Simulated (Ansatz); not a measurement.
## TiO₂: geometry relaxation (part 1 of 4)

TiO₂ (slab, 36 atoms in the cell), computed with DFT PBE+D3(BJ), scalar-relativistic, plane waves, PAW, no spin polarisation (Ansatz 0.2.0).

The structure derives from an entry of the Crystallography Open Database. The input holds or restrains some coordinates. Forces given for the steps count only the free coordinates.

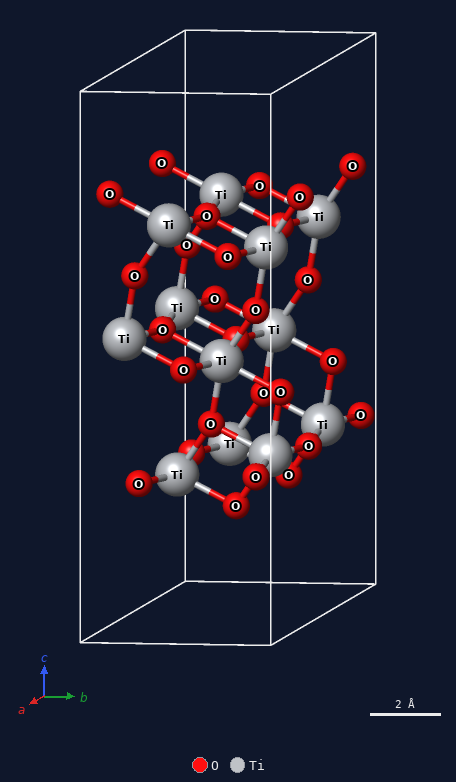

**Figure 1.** The starting structure (ball-and-stick view of the cell of the calculation, with the vacuum cut short, seen slightly off an axis). An atom can appear more than once, as a periodic image. Near neighbours in the periodic cell (some may lie outside the picture): O has 2 Ti at 1.94 to 1.99 Å; Ti has 5 O at 1.94 to 1.99 Å; O has 3 Ti at 1.94 to 1.99 Å; Ti has 6 O at 1.94 to 1.99 Å.

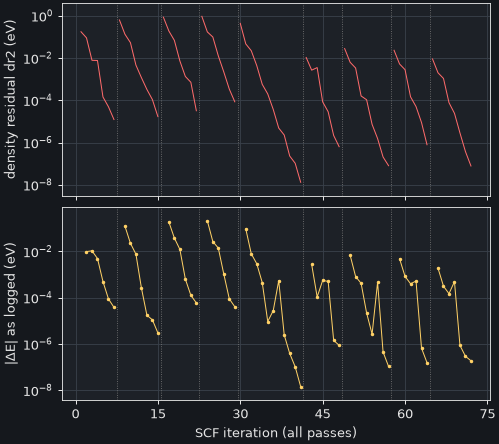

**Figure 2.** Convergence of the self-consistent field: density residual dr2 and size of the energy change against the SCF iteration. The dotted lines part the SCF passes of the relaxation: geometry steps, rejected trials and re-solves on a re-selected basis. The 9 passes take 7 to 12 iterations each, 72 in all.

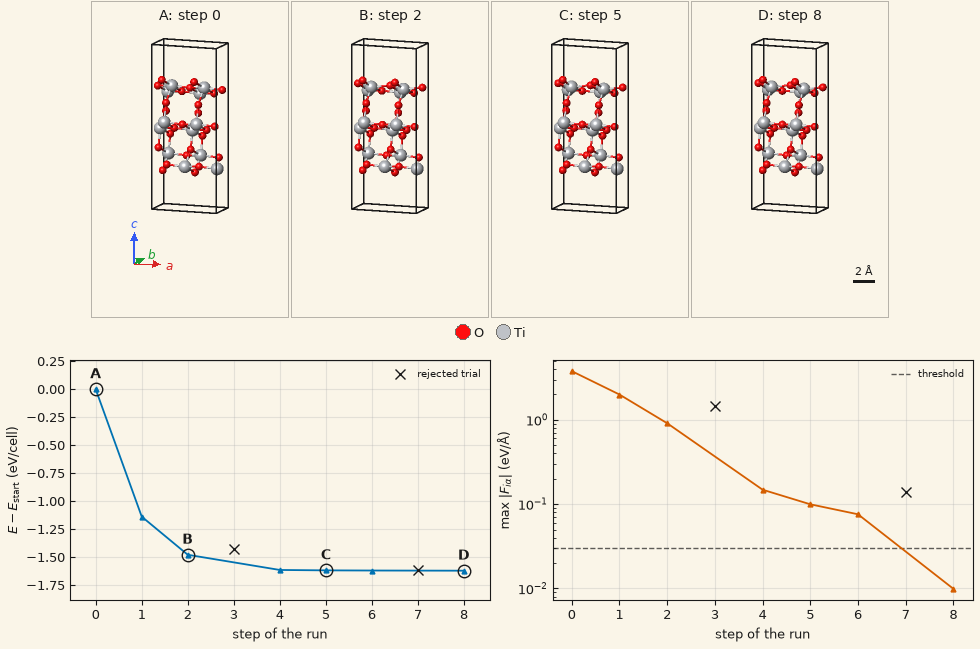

**Figure 3.** Frames of the restrained relaxation (ball-and-stick view of the cell of the calculation, with the vacuum cut short (origin shifted), seen slightly off an axis) above the curves, on which the letters mark them (the first geometry is step 0 here and step 1 in the log).

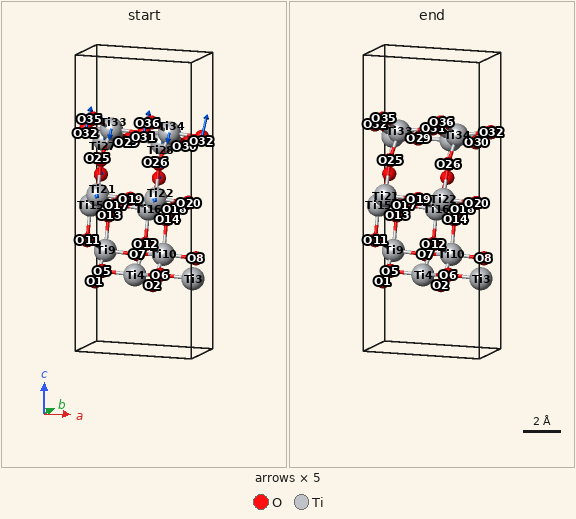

**Figure 4.** Before (left) and after (right) the restrained relaxation, at one scale (ball-and-stick view of the cell of the calculation, with the vacuum cut short (origin shifted), seen slightly off an axis). The blue arrows give the displacements, magnified 5 times. The largest moves, 0.27 Å, are those of O31 and O32. By element the largest moves are O 0.27 Å, Ti 0.18 Å. The cell doesn't change. Among the contacts that change: Ti27–Ti33 3.052 → 2.857 Å, Ti33–O35 1.992 → 1.821 Å, O25–Ti33 1.936 → 1.779 Å, O23–Ti27 1.936 → 2.080 Å. Among the angles that change: O30–Ti34–O36 180.0° → 168.6°, O26–Ti34–O31 92.5° → 103.4°, Ti28–Ti34–O30 141.6° → 151.6°. The energy falls by 1.620 eV per cell of the calculation in 8 geometry steps. The largest force component goes from 3.8 to 0.0099 eV/Å. The line search rejected the trial steps at points 3, 7 (counted from 0) and went back. (Atoms are counted from 1 in the order of the input.)

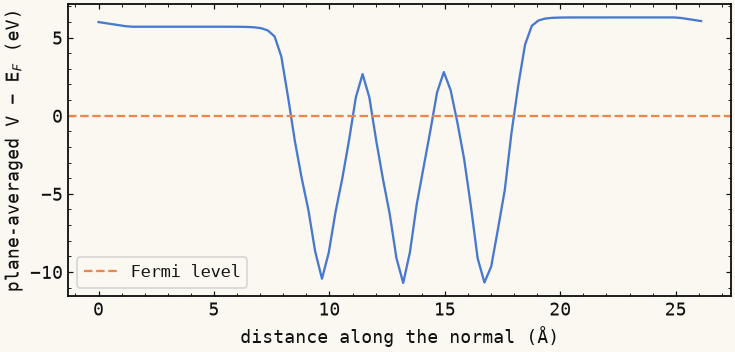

**Figure 5.** Plane average of the electrostatic potential energy of an electron across the cell, from the Fermi level. The vacuum level lies 6.29 eV above the Fermi level on the upper side and 5.70 eV on the lower.

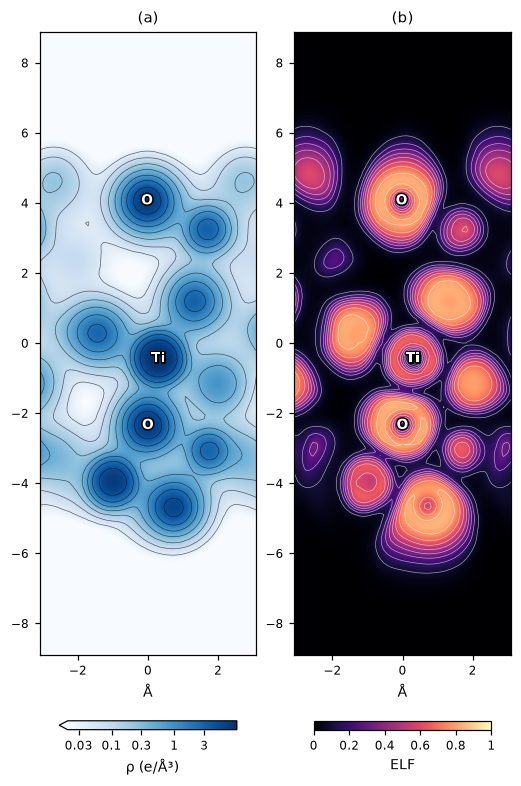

**Figure 6.** (a) valence charge density (pseudo); (b) ELF on the (100) plane of the calculation cell, a cut from vacuum to vacuum. Atoms in the plane: O and Ti. Ti–O (1.94 Å): ρ is about 0.73 e/Å³ halfway; the ELF is about 0.20 at the midpoint. The density dies away to nearly zero in the vacuum. The strong features right at Ti lie inside the PAW spheres (semicore, d or f shells) and say nothing about bonding. In a PAW calculation such maps are meaningful between the atoms, not at the nuclei.

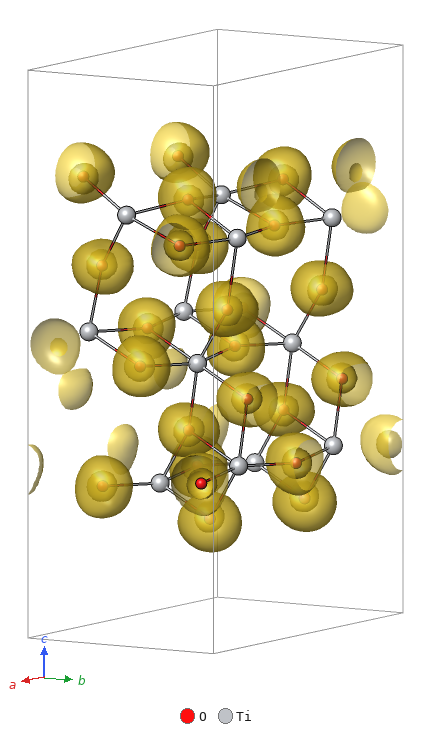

**Figure 7.** Isosurface of the electron localisation function at 0.75 (yellow), seen at an oblique angle. Only the valence region is drawn (cores and ρ < 0.01 e/Å³ removed). Sticks mark near contacts. Profiles from the grid: Ti–O (1.78 Å): the ELF is about 0.30 at the midpoint. Ti–Ti (2.86 Å): the ELF is about 0.15 at the midpoint.

The input that produced these results follows, with the program's output.

## The input
```yaml
crystal:
  lattice:
    - [7.5747340274, 0.0, 0.0]
    - [-1.8936835069, 5.146741462, 0.0]
    - [0.0, 0.0, 26.3895227944]
  atoms:
    - { symbol: O, position: [0.1576537217, 0.6306148869, 0.3220975258] }
    - { symbol: O, position: [0.6576537217, 0.6306148869, 0.3220975258] }
    - { symbol: Ti, position: [0.0676893108, 0.2707572432, 0.3498686594] }
    - { symbol: Ti, position: [0.5676893108, 0.2707572432, 0.3498686594] }
    - { symbol: O, position: [0.2995760494, 0.1983041977, 0.355460046] }
    - { symbol: O, position: [0.7995760494, 0.1983041977, 0.355460046] }
    - { symbol: O, position: [0.4777248999, 0.9108995995, 0.3776397929] }
    - { symbol: O, position: [0.9777248999, 0.9108995995, 0.3776397929] }
    - { symbol: Ti, position: [0.2096116385, 0.838446554, 0.3832311795] }
    - { symbol: Ti, position: [0.7096116385, 0.838446554, 0.3832311795] }
    - { symbol: O, position: [0.1196472276, 0.4785889103, 0.4110023131] }
    - { symbol: O, position: [0.6196472276, 0.4785889103, 0.4110023131] }
    - { symbol: O, position: [0.2253430325, 0.9013721301, 0.4555476064] }
    - { symbol: O, position: [0.7253430325, 0.9013721301, 0.4555476064] }
    - { symbol: Ti, position: [0.1353786216, 0.5415144864, 0.4833187399] }
    - { symbol: Ti, position: [0.6353786216, 0.5415144864, 0.4833187399] }
    - { symbol: O, position: [0.3672653602, 0.4690614409, 0.4889101265] }
    - { symbol: O, position: [0.8672653602, 0.4690614409, 0.4889101265] }
    - { symbol: O, position: [0.5454142107, 0.1816568427, 0.5110898735] }
    - { symbol: O, position: [0.0454142107, 0.1816568427, 0.5110898735] }
    - { symbol: Ti, position: [0.2773009493, 0.1092037972, 0.5166812601] }
    - { symbol: Ti, position: [0.7773009493, 0.1092037972, 0.5166812601] }
    - { symbol: O, position: [0.1873365384, 0.7493461535, 0.5444523936] }
    - { symbol: O, position: [0.6873365384, 0.7493461535, 0.5444523936] }
    - { symbol: O, position: [0.2930323433, 0.1721293734, 0.5889976869] }
    - { symbol: O, position: [0.7930323433, 0.1721293734, 0.5889976869] }
    - { symbol: Ti, position: [0.2030679324, 0.8122717296, 0.6167688205] }
    - { symbol: Ti, position: [0.7030679324, 0.8122717296, 0.6167688205] }
    - { symbol: O, position: [0.434954671, 0.7398186842, 0.6223602071] }
    - { symbol: O, position: [0.934954671, 0.7398186842, 0.6223602071] }
    - { symbol: O, position: [0.6131035215, 0.4524140859, 0.644539954] }
    - { symbol: O, position: [0.1131035215, 0.4524140859, 0.644539954] }
    - { symbol: Ti, position: [0.3449902601, 0.3799610404, 0.6501313406] }
    - { symbol: Ti, position: [0.8449902601, 0.3799610404, 0.6501313406] }
    - { symbol: O, position: [0.2550258492, 0.0201033967, 0.6779024742] }
    - { symbol: O, position: [0.7550258492, 0.0201033967, 0.6779024742] }
basis:
  ecutwfc: 420
kpoints:
  mp_grid: { grid: [4, 5, 1] }
hamiltonian:
  xc: pbe
  dispersion: d3bj
scf:
  occupations: { method: gaussian, width: 0.05 }
output:
  forces: true
  eigenvalues: true
  write_density: true
  write_potential: true
  elf: true
  volumetric_format: npy
relax:
  adjacent_minimum: "off"
  f_tol: 0.03
  max_steps: 70
  constraints:
    - { sites: [0, 1, 2, 3, 4, 5, 6, 7, 8, 9, 10, 11, 12, 13, 14, 15, 16, 17] }
efield:
  axis: 3
  dipole_correction: true
```

Command:
```bash
ansatz run input.yaml --threads 8 --pin off --max-ram 22528MiB --backend cpu --events-out ev --progress --plain --runs-dir out
```

## Output
```
Engine: ansatz 0.2.0, aarch64-unknown-linux-gnu
Pseudopotentials: kind: paw
Pseudopotential: O, paw, valence charge 6, recommended cutoff 420 eV (normal), O.paw.azcp
Pseudopotential: Ti, paw, valence charge 12, recommended cutoff 420 eV (normal), Ti.paw.azcp
Functional definition: PBE
  parameter kappa = 0.804
  parameter beta = 0.06672455060314922
  exchange = pbe_x(kappa = kappa, mu = beta*pi^2/3)
  correlation = pbe_c(beta = beta)
Crystal: 36 atoms, lattice volume = 1028.801 Å³
Basis set: ecut = 420 eV, 20081 PW (Γ), exchange–correlation on 108×80×360 points (8 copies of the dense FFT grid, shifted against one another)
Bands: 180, of which v1, the nominal top of the filled ones, is band 144 counted from 1 (143 counted from 0)
Symmetry: 2 space group operations
k-points: 11 of 20 (time reversal used)
Non-local potential: O, projectors of the file, l = 0: 2, l = 1: 2, l = 2: 1
Non-local potential: Ti, projectors of the file, l = 0: 3, l = 1: 2, l = 2: 3, l = 3: 1
PAW form: soft (Blöchl's): semilocal exchange-correlation on the pseudo side does not see the compensation charge
PAW one-centre angular grid: O, 110 points (default); XC on 64 Gauss nodes
PAW one-centre angular grid: Ti, 590 points (default); XC on 64 Gauss nodes
Initial density: superposition of atomic densities (neutral atoms: chi_scale 0, normalization atom), corrected by the library's trained network
Initial wavefunctions: pseudopotential atomic-orbital guess
Functional: x = pbe(κ = 0.804, μ = 0.2195149727645171), c = pbe(β = 0.06672455060314922)
SCF iter   1: F=—  HF=-43665.761263 eV  |F-HF|=—  |Δ(HF+E_count)|=         —  Δρ=3.78e-3  dr2=1.76e-1  ethr=1.77e-3  p=0.000 e·Å  D=1.07e-13 V/Å  ΔV_dip=-0.00 eV  dr2_dipole=5.56e-8  V_vac-E_F(+/−)=5.76/5.76 eV  ⟨swp⟩=5.5  Hψ=7885  notcnv=0  defer=7
efield: sawtooth ramp at fractional position 0.9500 (placed from the atoms, in the widest stretch of the axis that holds none; the zero of the levels goes with the place), width 0.1000; the density the first Hamiltonian is built on has a dipole p = 0.000 e·Å; the dipole correction subtracts the counter field D = 1.07e-13 V/Å, which shifts the + side's vacuum level by -0.00 eV against the − side's; the planar-averaged density in the ramp window peaks in size at 5.8e-6 e/Å³
preconditioner: auto → Resta (q_TF=auto, 2.207 Å⁻¹)  ε∞=4.0  [insulator: Δε(μ)=1.847 eV  Ē_g=9.334 eV  σ=0.050 eV  W_gap=1.00  n_scr=178 (ndim 8)  ℏωp=16.0 eV  f_vac=0.577  D(μ)=0.00/eV (n_scr^D=0)  ε∞_Penn≈4.0  vacuum switching on, ρ_ref=6.3e-3 e/Å³]
SCF iter   2: F=—  HF=-43665.771181 eV  |F-HF|=—  |Δ(HF+E_count)|=   9.92e-3  Δρ=3.06e-3  dr2=9.03e-2  ethr=6.12e-5  p=0.000 e·Å  D=1.79e-5 V/Å  ΔV_dip=-0.00 eV  dr2_dipole=4.91e-8  V_vac-E_F(+/−)=5.76/5.76 eV  ⟨swp⟩=2.0  Hψ=3237  notcnv=0  defer=314
SCF iter   3: F=—  HF=-43665.760474 eV  |F-HF|=—  |Δ(HF+E_count)|=   1.07e-2  Δρ=1.14e-3  dr2=7.81e-3  ethr=3.14e-5  p=0.000 e·Å  D=7.79e-6 V/Å  ΔV_dip=-0.00 eV  dr2_dipole=7.00e-9  V_vac-E_F(+/−)=5.76/5.76 eV  ⟨swp⟩=2.1  Hψ=2585  notcnv=0  defer=314
SCF iter   4: F=—  HF=-43665.765441 eV  |F-HF|=—  |Δ(HF+E_count)|=   4.97e-3  Δρ=8.24e-4  dr2=7.64e-3  ethr=2.71e-6  p=-0.000 e·Å  D=-5.34e-6 V/Å  ΔV_dip=0.00 eV  dr2_dipole=3.21e-9  V_vac-E_F(+/−)=5.76/5.76 eV  ⟨swp⟩=2.1  Hψ=2820  notcnv=0  defer=304
SCF iter   5: F=—  HF=-43665.764938 eV  |F-HF|=—  |Δ(HF+E_count)|=   5.03e-4  Δρ=1.37e-4  dr2=1.43e-4  ethr=2.65e-6  p=-0.000 e·Å  D=-4.36e-6 V/Å  ΔV_dip=0.00 eV  dr2_dipole=2.41e-9  V_vac-E_F(+/−)=5.76/5.76 eV  ⟨swp⟩=2.0  Hψ=2502  notcnv=0  defer=304
SCF iter   6: F=—  HF=-43665.765027 eV  |F-HF|=—  |Δ(HF+E_count)|=   8.90e-5  Δρ=7.57e-5  dr2=4.92e-5  ethr=4.96e-8  p=-0.000 e·Å  D=-8.99e-8 V/Å  ΔV_dip=0.00 eV  dr2_dipole=5.21e-12  V_vac-E_F(+/−)=5.76/5.76 eV  ⟨swp⟩=2.0  Hψ=2610  notcnv=0  defer=304
SCF iter   7: F=-43665.765062 eV  HF=-43665.765065 eV  |F-HF|=3.66e-6  |Δ(HF+E_count)|=   3.85e-5  Δρ=3.70e-5  dr2=1.23e-5  ethr=7.81e-9  p=0.000 e·Å  D=1.11e-6 V/Å  ΔV_dip=-0.00 eV  dr2_dipole=1.13e-10  V_vac-E_F(+/−)=5.76/5.76 eV  ⟨swp⟩=19.6  Hψ=20800  notcnv=0
SCF 1 converged in 7 iterations: F = -43665.765062 eV  dr2 = 1.23e-5
  greatest PAW one-centre occupation: 0.999 electrons in one spin orbital (limit 2), on the Ti atom at site 21 (counted from 0), in its partial waves of l = 0
relax step   1: F+E_penalty+E_count = -43665.76506158 eV  Δ(F+E_penalty+E_count) = +0.000e0 eV  max|allowed force component| = 3.773e0 eV/Å  Δτ_max = 0.0000 Å  (7 SCF iters, dr2 threshold 2.25e-5 eV, accepted)
Initial density: handed on by an earlier stage of this run
Initial wavefunctions: those handed on with the density
iter 1 solved again at ethr=2.22e-4 eV; its pass at ethr=3.10e-3 eV (dr2=6.39e-1 eV) is discarded
SCF iter   1: F=—  HF=-43667.057896 eV  |F-HF|=—  |Δ(HF+E_count)|=         —  Δρ=6.48e-3  dr2=6.34e-1  ethr=2.22e-4  p=0.000 e·Å  D=2.02e-7 V/Å  ΔV_dip=-0.00 eV  dr2_dipole=2.74e-2  V_vac-E_F(+/−)=5.75/5.75 eV  ⟨swp⟩=1.1  Hψ=6009  notcnv=0  defer=329
efield: sawtooth ramp at fractional position 0.9500 (handed on by an earlier solve), width 0.1000; the density the first Hamiltonian is built on has a dipole p = 0.000 e·Å; the dipole correction subtracts the counter field D = 2.02e-7 V/Å, which shifts the + side's vacuum level by -0.00 eV against the − side's; the planar-averaged density in the ramp window peaks in size at 7.4e-6 e/Å³
preconditioner: auto → Resta (q_TF=auto, 2.207 Å⁻¹)  ε∞=3.9  [insulator: Δε(μ)=1.933 eV  Ē_g=9.394 eV  σ=0.050 eV  W_gap=1.00  n_scr=178 (ndim 8)  ℏωp=16.0 eV  f_vac=0.578  D(μ)=0.00/eV (n_scr^D=0)  ε∞_Penn≈3.9  vacuum switching on, ρ_ref=6.4e-3 e/Å³]
SCF iter   2: F=—  HF=-43666.933326 eV  |F-HF|=—  |Δ(HF+E_count)|=   1.25e-1  Δρ=3.57e-3  dr2=1.34e-1  ethr=2.20e-4  p=-0.073 e·Å  D=-1.29e-2 V/Å  ΔV_dip=0.34 eV  dr2_dipole=4.85e-5  V_vac-E_F(+/−)=6.05/5.71 eV  ⟨swp⟩=3.5  Hψ=3819  notcnv=0  defer=344
SCF iter   3: F=—  HF=-43666.910595 eV  |F-HF|=—  |Δ(HF+E_count)|=   2.27e-2  Δρ=1.90e-3  dr2=5.35e-2  ethr=4.65e-5  p=-0.076 e·Å  D=-1.34e-2 V/Å  ΔV_dip=0.35 eV  dr2_dipole=1.23e-3  V_vac-E_F(+/−)=6.07/5.72 eV  ⟨swp⟩=3.0  Hψ=3365  notcnv=0  defer=343
SCF iter   4: F=—  HF=-43666.902902 eV  |F-HF|=—  |Δ(HF+E_count)|=   7.69e-3  Δρ=6.80e-4  dr2=4.64e-3  ethr=1.86e-5  p=-0.096 e·Å  D=-1.69e-2 V/Å  ΔV_dip=0.45 eV  dr2_dipole=8.71e-6  V_vac-E_F(+/−)=6.16/5.71 eV  ⟨swp⟩=2.0  Hψ=2741  notcnv=0  defer=343
SCF iter   5: F=—  HF=-43666.902637 eV  |F-HF|=—  |Δ(HF+E_count)|=   2.65e-4  Δρ=3.41e-4  dr2=1.18e-3  ethr=1.61e-6  p=-0.097 e·Å  D=-1.71e-2 V/Å  ΔV_dip=0.45 eV  dr2_dipole=2.77e-5  V_vac-E_F(+/−)=6.16/5.71 eV  ⟨swp⟩=2.1  Hψ=2765  notcnv=0  defer=343
SCF iter   6: F=—  HF=-43666.902619 eV  |F-HF|=—  |Δ(HF+E_count)|=   1.75e-5  Δρ=1.62e-4  dr2=3.25e-4  ethr=4.09e-7  p=-0.101 e·Å  D=-1.78e-2 V/Å  ΔV_dip=0.47 eV  dr2_dipole=1.46e-6  V_vac-E_F(+/−)=6.18/5.71 eV  ⟨swp⟩=2.0  Hψ=2473  notcnv=0  defer=343
SCF iter   7: F=—  HF=-43666.902608 eV  |F-HF|=—  |Δ(HF+E_count)|=   1.11e-5  Δρ=9.58e-5  dr2=1.08e-4  ethr=1.13e-7  p=-0.101 e·Å  D=-1.78e-2 V/Å  ΔV_dip=0.47 eV  dr2_dipole=3.84e-6  V_vac-E_F(+/−)=6.18/5.71 eV  ⟨swp⟩=2.0  Hψ=2473  notcnv=0  defer=343
SCF iter   8: F=-43666.902599 eV  HF=-43666.902605 eV  |F-HF|=6.26e-6  |Δ(HF+E_count)|=   3.00e-6  Δρ=3.54e-5  dr2=1.69e-5  ethr=3.47e-8  p=-0.102 e·Å  D=-1.80e-2 V/Å  ΔV_dip=0.47 eV  dr2_dipole=1.11e-6  V_vac-E_F(+/−)=6.19/5.71 eV  ⟨swp⟩=18.9  Hψ=19428  notcnv=0
SCF 2 converged in 8 iterations: F = -43666.902599 eV  dr2 = 1.69e-5
relax step   2: F+E_penalty+E_count = -43666.90259904 eV  Δ(F+E_penalty+E_count) = -1.138e0 eV  max|allowed force component| = 1.992e0 eV/Å  Δτ_max = 0.1170 Å  (8 SCF iters, dr2 threshold 1.00e-4 eV, accepted)
[... from here on the SCF iterations and repeated set-up lines of each step are left out, up to the last step ...]
SCF 3 converged in 7 iterations: F = -43667.243188 eV  dr2 = 3.20e-5
relax step   3: F+E_penalty+E_count = -43667.24318808 eV  Δ(F+E_penalty+E_count) = -3.406e-1 eV  max|allowed force component| = 9.100e-1 eV/Å  Δτ_max = 0.1530 Å  (7 SCF iters, dr2 threshold 1.00e-4 eV, accepted)
SCF 4 converged in 7 iterations: F = -43667.194267 eV  dr2 = 8.49e-5
relax step   4: F+E_penalty+E_count = -43667.19426740 eV  Δ(F+E_penalty+E_count) = +4.892e-2 eV  max|allowed force component| = 1.442e0 eV/Å  Δτ_max = 0.1290 Å  (7 SCF iters, dr2 threshold 1.00e-4 eV, rejected (line search))
SCF 5 converged in 12 iterations: F = -43667.378910 eV  dr2 = 1.31e-8
relax step   5: F+E_penalty+E_count = -43667.37891012 eV  Δ(F+E_penalty+E_count) = -1.357e-1 eV  max|allowed force component| = 1.483e-1 eV/Å  Δτ_max = 0.0617 Å  (12 SCF iters, accepted)
SCF 6 converged in 7 iterations: F = -43667.382433 eV  dr2 = 6.35e-7
relax step   6: F+E_penalty+E_count = -43667.38243341 eV  Δ(F+E_penalty+E_count) = -3.523e-3 eV  max|allowed force component| = 9.956e-2 eV/Å  Δτ_max = 0.0161 Å  (7 SCF iters, dr2 threshold 1.37e-6 eV, accepted)
SCF 7 converged in 9 iterations: F = -43667.383849 eV  dr2 = 8.01e-8
```
